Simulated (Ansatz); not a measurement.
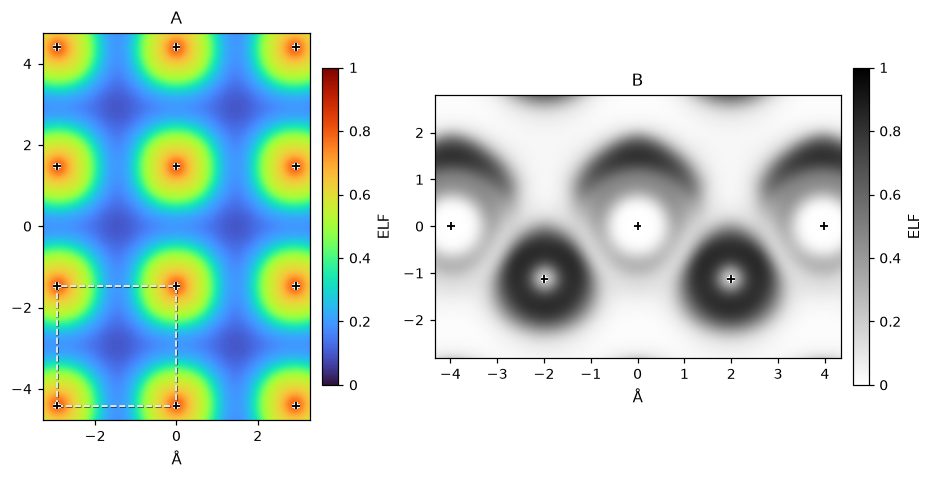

The ELF of 2 systems, each on a plane through atoms (crosses mark nuclei in the plane).

Computed with Ansatz 0.2.0, DFT PBE, scalar-relativistic, plane waves, PAW.

System 1: SnO, the (010) plane of the conventional cell. Space group P4/nmm; changed on purpose from its base cell (strain +0.030 along x and y, -0.030 along z, atoms carried along); computed pressure about −3 GPa in this cell.

```yaml
crystal:
  lattice:
    - [3.98422, 0.00000, 0.00000]
    - [0.00000, 3.98422, 0.00000]
    - [0.00000, 0.00000, 4.91526]
  atoms:
    - { symbol: Sn, position: [0.00000, 0.50000, 0.22874] }
    - { symbol: Sn, position: [0.50000, 0.00000, 0.77126] }
    - { symbol: O, position: [0.00000, 0.00000, 0.00000] }
    - { symbol: O, position: [0.50000, 0.50000, 0.00000] }
```

System 2: Au, the (001) plane of the conventional cell. Space group I4/mmm; changed on purpose from its base cell (strain +0.0200 x Voigt [0, 1, 0, 0, 0, 0], atoms carried along); computed pressure about −3 GPa in this cell; computed without spin polarisation.

```cif
data_structure
_symmetry_space_group_name_H-M 'P 1'
_symmetry_Int_Tables_number 1
_cell_length_a 2.9402
_cell_length_b 2.9402
_cell_length_c 4.2412
_cell_angle_alpha 90.000
_cell_angle_beta 90.000
_cell_angle_gamma 90.000
_cell_volume 36.66
loop_
_atom_site_label
_atom_site_type_symbol
_atom_site_fract_x
_atom_site_fract_y
_atom_site_fract_z
_atom_site_occupancy
Au1 Au 0.00000 0.00000 0.00000 1
Au2 Au 0.50000 0.50000 0.50000 1
```

Question: Match each panel to its system.

Answer: Panel A is system 2, Au: the plane holds Au. Au–Au (2.94 Å): the ELF is about 0.20 at the midpoint; no localised pair shows between them. Panel B is system 1, SnO: the plane holds Sn and O. Sn–O (2.29 Å): the ELF peaks at about 0.85 in the valence shell of O, 0.6 Å from its nucleus, and is about 0.20 at the midpoint; no shared electron pair shows on this line.
